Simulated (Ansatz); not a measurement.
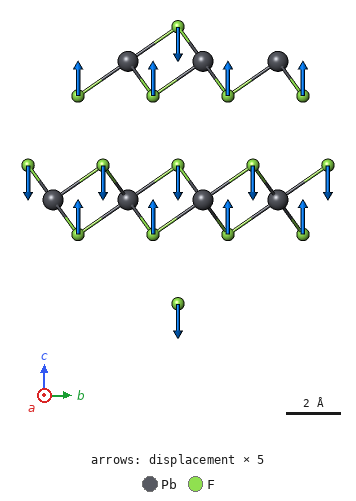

A relaxation of solid PbF₂ (a generated structure, set up in P-3m1). The starting structure is drawn; blue arrows show the displacements (the part carried along by the change of the cell is left out), magnified 5 times.

The picture is a ball-and-stick view of the atoms within 5.8 Å of the atom that moves most (axes of the cell of the calculation), seen along the a axis.

Case: cell and atoms relaxed from a first guess.

These are results of DFT, PBE, PAW with Ansatz's default frozen-core files, scalar-relativistic in Ansatz 0.2.0, not measurements.

Input
```yaml
crystal:
  lattice:
    - [3.2455912937, 0.0, 0.0]
    - [-1.6227956468, 2.8107645106, 0.0]
    - [0.0, 0.0, 5.1929460699]
  atoms:
    - { symbol: Pb, position: [0.0, 0.0, 0.0] }
    - { symbol: F, position: [0.3333333333, 0.6666666667, 0.25] }
    - { symbol: F, position: [0.6666666667, 0.3333333333, 0.75] }
kpoints:
  mp_grid: { grid: [14, 14, 8] }
scf:
  occupations: { method: fermi_dirac, width: 0.05 }
hamiltonian:
  xc: pbe
  pseudopotentials: { kind: paw }
output:
  forces: true
  stress: true
relax:
  f_tol: 0.005
  max_steps: 80
  cell: {}
```

Which element moves most?

Fluorine: up to 0.27 Å, against 0.00 Å for lead.

What did the optimiser do to the structure, and how much energy did it gain?

The largest moves relative to the cell, 0.27 Å, are those of F2 and F3. F2 goes along −c. Pb stays in place. Cell: a = b 3.246 → 3.982 Å (+22.7 %), c 5.193 → 5.077 Å (−2.2 %). Volume +47.1 %. Among the contacts that change: Pb1–F2 2.280 → 2.508 Å. Among the angles between lasting bonds that change: Pb1–F2–Pb1 90.8° → 105.1°, F2–Pb1–F3 89.2° → 74.9°, F2–Pb1–F2 90.8° → 105.1°. The space group stays P-3m1 (No. 164). The energy falls by 630 meV per atom in 20 accepted moves (27 points after the start). Largest force component: 2.3 eV/Å at the start, 0.00016 eV/Å at the end. Pressure: 33.79 GPa at the start and 0.01 GPa at the end. The SCF was repeated 7 times at an unchanged geometry on a basis and grid sized afresh for the cell, which shifted the energy by 82.2 meV per atom at most. The run took roughly 4 core-minutes on a shared host.
